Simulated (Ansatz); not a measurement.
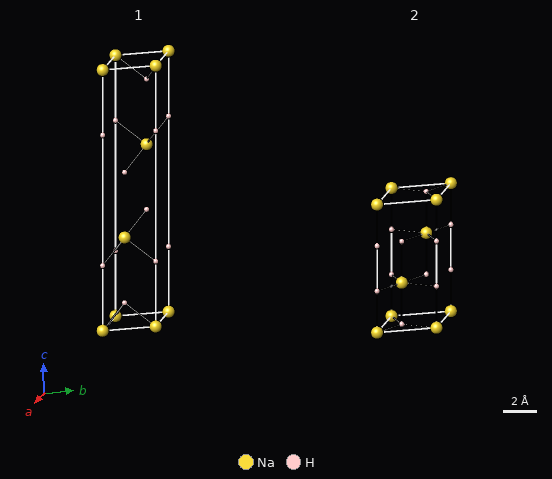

Two geometries of solid NaH₂ (set up in R-3m) (coarse preliminary run), drawn at one scale. One is the start of a relaxation, the other its converged end. A ball-and-stick model of the conventional cell (3 times the calculation's cell), seen slightly off an axis. Lengths and directions refer to the drawn axes.

Theory: DFT PBE, scalar-relativistic, plane waves, PAW (Ansatz). Settings: plane-wave cutoff 420 eV; k-point mesh 6 × 6 × 6; occupations gaussian; smearing width 0.1 eV; no spin polarisation; cell and atoms relaxed; force threshold 0.0325 eV/Å; at most 70 steps.

**Which of the two is the end point?**

Structure 2 is the relaxed one. Case: 1 of 2 Na taken out, relaxed. The largest moves relative to the cell, 0.61 Å, are those of H atoms. Na stays in place. Cell: a = b 3.417 → 3.826 Å (+12.0 %), c 16.739 → 8.217 Å (−50.9 %). Volume −38.4 %. Near-neighbour distances that change, for instance: H–Na 4.185 → 2.661 Å, H–Na 2.416 → 2.210 Å. Among the angles between lasting bonds that change: Na–H–Na 90.0° → 119.9°, H–Na–H 90.0° → 119.9°, H–Na–H 90.0° → 60.1°. The space group stays R-3m (No. 166). After 13 accepted moves (15 points after the start) the energy has fallen by 348 meV per atom. Largest force component: 0.15 eV/Å at the start, 0.00018 eV/Å at the end. Pressure: −1.53 GPa at the start and 0.02 GPa at the end. The SCF was repeated twice at an unchanged geometry on a basis and grid sized afresh for the cell, which shifted the energy by 1.2 meV per atom at most. The run took 10 s on 2 threads of Intel(R) Xeon(R) CPU @ 2.80GHz (Skylake/Cascade Lake), with other jobs on the host, peak memory 0.38 GiB.
